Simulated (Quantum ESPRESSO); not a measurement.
**KF (Carobbiite): how pressure shifts the optical phonon**

Wanted: a fit of frequency against volume for KF (Carobbiite), tested on a run that is left out of it.

Program: Quantum ESPRESSO 7.5. Level of theory: DFT PBE, scalar-relativistic, plane waves, GBRV ultrasoft pseudopotentials. Results are calculated unless marked as measured.

**1. The relaxed structure**

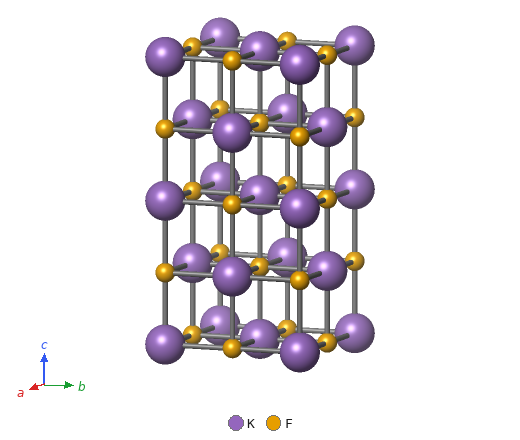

The starting structure, seen from a free direction (potassium purple, fluorine orange). 1×1×2 cells are drawn. This picture shows the conventional cell, with its axes. Some periodic images of atoms are drawn too.

As a file:

```
CELL_PARAMETERS angstrom
-2.70631 0.00000 2.70631
0.00000 2.70631 2.70631
-2.70631 2.70631 0.00000
ATOMIC_POSITIONS crystal
K 0.00000 0.00000 0.00000
F 0.50000 0.50000 0.50000
```

This is the cell after its relaxation at this level of theory, not the database cell from which that began.

**2. Runs at several volumes**

The relaxed cell is scaled uniformly; in this structure symmetry fixes all atoms, so nothing has to be relaxed anew. Each volume gets a ground state and a response at Γ. The mode followed is the highest one without the macroscopic field, of symmetry T1u; longitudinal polar modes lie higher. Cutoff 55 Ry, k mesh 8×8×8.

From the response at V/V₀ = 0.94:

What it wrote:

```text
[banners, grids, parts of the stress and lines that vanish by symmetry left out]
Program PHONON v.7.5
     Reading xml data from directory:

[...]
Exchange-correlation= PBE
                           (   1   4   3   4   0   0   0)
[...]
kinetic-energy cut-off    =      55.0000  Ry
     charge density cut-off    =     440.0000  Ry
     convergence threshold     =      1.0E-18
[...]
Exchange-correlation= PBE
                           (   1   4   3   4   0   0   0)
[...]
q = (   0.0000000   0.0000000   0.0000000 )
     49 Sym.Ops. (with q -> -q+G )
     G cutoff =  559.4481  (  39189 G-vectors)     FFT grid: ( 48, 48, 48)
     G cutoff =  279.7240  (  13803 G-vectors)  smooth grid: ( 36, 36, 36)
     number of k points=    29
[...]
Mode symmetry, O_h (m-3m)  point group:
[...]
Dielectric constant
[...]
End of electric fields calculation
          Dielectric constant in cartesian axis
          (       1.996053727      -0.000000000      -0.000000000 )
          (      -0.000000000       1.996053727       0.000000000 )
          (      -0.000000000      -0.000000000       1.996053727 )
          Effective charges (d Force / dE) in cartesian axis without acoustic sum rule applied (asr)
           atom    1  K     Mean Z*:        1.13998
      Ex  (        1.13998        0.00000       -0.00000 )
      Ey  (        0.00000        1.13998        0.00000 )
      Ez  (       -0.00000        0.00000        1.13998 )
           atom    2  F     Mean Z*:       -1.13772
      Ex  (       -1.13772        0.00000        0.00000 )
      Ey  (        0.00000       -1.13772        0.00000 )
      Ez  (        0.00000       -0.00000       -1.13772 )
          Effective charges Sum: Mean:        0.00226
[...]
Effective charges (d Force / dE) in cartesian axis with asr applied:
           atom    1  K     Mean Z*:        1.13885
[...]
atom    2  F     Mean Z*:       -1.13885
[...]
Representation #   1 modes #   1   2   3
[...]
End of self-consistent calculation
     Convergence has been achieved
     Representation #   2 modes #   4   5   6
[...]
End of self-consistent calculation
     Convergence has been achieved
[...]
Dielectric constant in cartesian axis
          (       1.996053727      -0.000000000      -0.000000000 )
          (      -0.000000000       1.996053727       0.000000000 )
          (      -0.000000000      -0.000000000       1.996053727 )
          Effective charges (d Force / dE) in cartesian axis without acoustic sum rule applied (asr)
           atom    1  K     Mean Z*:        1.13998
      Ex  (        1.13998        0.00000       -0.00000 )
      Ey  (        0.00000        1.13998        0.00000 )
      Ez  (       -0.00000        0.00000        1.13998 )
           atom    2  F     Mean Z*:       -1.13772
      Ex  (       -1.13772        0.00000        0.00000 )
      Ey  (        0.00000       -1.13772        0.00000 )
      Ez  (        0.00000       -0.00000       -1.13772 )
          Effective charges Sum: Mean:        0.00226
[...]
Effective charges (d Force / dE) in cartesian axis with asr applied:
           atom    1  K     Mean Z*:        1.13885
[...]
atom    2  F     Mean Z*:       -1.13885
[...]
q = (    0.000000000   0.000000000   0.000000000 )
[...]
freq (    1) =      -0.062961 [THz] =      -2.100138 [cm-1]
     freq (    2) =      -0.062961 [THz] =      -2.100138 [cm-1]
     freq (    3) =      -0.062961 [THz] =      -2.100138 [cm-1]
     freq (    4) =       5.834930 [THz] =     194.632303 [cm-1]
     freq (    5) =       5.834930 [THz] =     194.632303 [cm-1]
     freq (    6) =       5.834930 [THz] =     194.632303 [cm-1]
[...]
Mode symmetry, O_h (m-3m)  point group:
     freq (   1-   3) =         -2.1  [cm-1]   --> T_1u G_15  G_4- I
     freq (   4-   6) =        194.6  [cm-1]   --> T_1u G_15  G_4- I

   JOB DONE.
```

One volume, V/V₀ = 1.03, is held back as a test.

| V/V₀ | volume (Å³/atom) | pressure (GPa) | ω (cm⁻¹) |
| --- | --- | --- | --- |
| 0.94 | 18.632 | 2.20 | 194.63 |
| 0.97 | 19.227 | 1.05 | 180.31 |
| 1 | 19.821 | 0.08 | 166.65 |
| 1.03 | 20.416 | -0.73 | held back |
| 1.06 | 21.011 | -1.42 | 140.97 |

**3. The fit**

The mode Grüneisen parameter is γ = −d ln ω / d ln V.

| ln(V/V₀) | ln ω |
| --- | --- |
| -0.0619 | 5.2711 |
| -0.0305 | 5.1947 |
| 0.0000 | 5.1159 |
| 0.0583 | 4.9485 |

A straight line through these points has the slope -2.695, so γ = 2.70; at V/V₀ = 1.03 it predicts ω = exp(5.1096 − 0.0797) = 152.92 cm⁻¹.

A parabola of pressure against ln V through V/V₀ = 0.97, 1 and 1.03 gives the bulk modulus B = −dP/d ln V = 29.6 GPa at V₀. With ω₀ from the fitted line the pressure coefficient follows as dω/dP = γ ω₀ / B = 2.70 × 165.6 / 29.6 = 15.1 cm⁻¹/GPa.

**4. The run that was held back**

What it wrote:

```text
[banners, grids, parts of the stress and lines that vanish by symmetry left out]
[banner, memory and clock lines left out]
Program PHONON v.7.5

[...]
Exchange-correlation= PBE
                           (   1   4   3   4   0   0   0)
[...]
kinetic-energy cut-off    =      55.0000  Ry
     charge density cut-off    =     440.0000  Ry
     convergence threshold     =      1.0E-18
[...]
Exchange-correlation= PBE
                           (   1   4   3   4   0   0   0)
[...]
q = (   0.0000000   0.0000000   0.0000000 )
     49 Sym.Ops. (with q -> -q+G )
     G cutoff =  594.6107  (  43143 G-vectors)     FFT grid: ( 50, 50, 50)
     G cutoff =  297.3053  (  15089 G-vectors)  smooth grid: ( 36, 36, 36)
     number of k points=    29
[...]
Mode symmetry, O_h (m-3m)  point group:
[...]
Dielectric constant
[...]
End of electric fields calculation
          Dielectric constant in cartesian axis
          (       1.937287829      -0.000000000       0.000000000 )
          (      -0.000000000       1.937287829       0.000000000 )
          (      -0.000000000       0.000000000       1.937287829 )
          Effective charges (d Force / dE) in cartesian axis without acoustic sum rule applied (asr)
           atom    1  K     Mean Z*:        1.13026
      Ex  (        1.13026       -0.00000       -0.00000 )
      Ey  (       -0.00000        1.13026        0.00000 )
      Ez  (       -0.00000        0.00000        1.13026 )
           atom    2  F     Mean Z*:       -1.12801
      Ex  (       -1.12801       -0.00000        0.00000 )
[...]
Representation #   1 modes #   1   2   3
[...]
End of self-consistent calculation
     Convergence has been achieved
     Representation #   2 modes #   4   5   6
[...]
End of self-consistent calculation
     Convergence has been achieved
[...]
Dielectric constant in cartesian axis
          (       1.937287829      -0.000000000       0.000000000 )
          (      -0.000000000       1.937287829       0.000000000 )
          (      -0.000000000       0.000000000       1.937287829 )
          Effective charges (d Force / dE) in cartesian axis without acoustic sum rule applied (asr)
           atom    1  K     Mean Z*:        1.13026
      Ex  (        1.13026       -0.00000       -0.00000 )
      Ey  (       -0.00000        1.13026        0.00000 )
      Ez  (       -0.00000        0.00000        1.13026 )
           atom    2  F     Mean Z*:       -1.12801
      Ex  (       -1.12801       -0.00000        0.00000 )
      Ey  (       -0.00000       -1.12801       -0.00000 )
      Ez  (        0.00000       -0.00000       -1.12801 )
          Effective charges Sum: Mean:        0.00224
[...]
Effective charges (d Force / dE) in cartesian axis with asr applied:
           atom    1  K     Mean Z*:        1.12913
[...]
atom    2  F     Mean Z*:       -1.12913
[...]
q = (    0.000000000   0.000000000   0.000000000 )
[...]
freq (    1) =      -0.074926 [THz] =      -2.499272 [cm-1]
     freq (    2) =      -0.074926 [THz] =      -2.499272 [cm-1]
     freq (    3) =      -0.074926 [THz] =      -2.499272 [cm-1]
     freq (    4) =       4.603549 [THz] =     153.557871 [cm-1]
     freq (    5) =       4.603549 [THz] =     153.557871 [cm-1]
     freq (    6) =       4.603549 [THz] =     153.557871 [cm-1]
[...]
Mode symmetry, O_h (m-3m)  point group:
     freq (   1-   3) =         -2.5  [cm-1]   --> T_1u G_15  G_4- I
     freq (   4-   6) =        153.6  [cm-1]   --> T_1u G_15  G_4- I
```

It gives 153.56 cm⁻¹ against the predicted 152.92 cm⁻¹, a miss of 0.6 cm⁻¹.

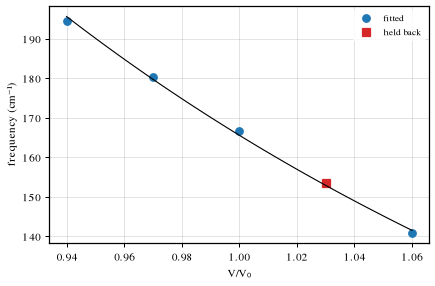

Frequency against volume, with the power-law fit.

**5. Results**

| Property | Result |
| --- | --- |
| mode Grüneisen parameter | 2.695 |
| bulk modulus | 29.6 GPa |
| pressure coefficient | 15.1 cm⁻¹/GPa |

What this shows: The highest optical mode of KF (Carobbiite) without the LO-TO term stiffens by 15.1 cm⁻¹ a GPa near the relaxed volume, with γ = 2.70. The power law meets all 5 runs within 0.63 %; between neighbouring volumes γ runs from 2.43 to 2.98. Such a coefficient turns a measured shift of this mode into a hydrostatic stress; uniaxial or biaxial stress splits the mode and needs deformation potentials. These are harmonic values at zero temperature for the structure held cubic, which a run at Γ can't show to be stable; the bulk modulus rests on three points.

[Host names and launcher messages were left out of these logs when they were recorded.]

[Logs are printed without paths, hosts, clocks, repeated set-up lines and the standing remarks that a program may print on its own settings, such as how far it seeks lower states.]

[Hosts, paths, dates, database ids (printed as entryN), source tags and the programs' standing remarks are cut or masked in the printed files.]
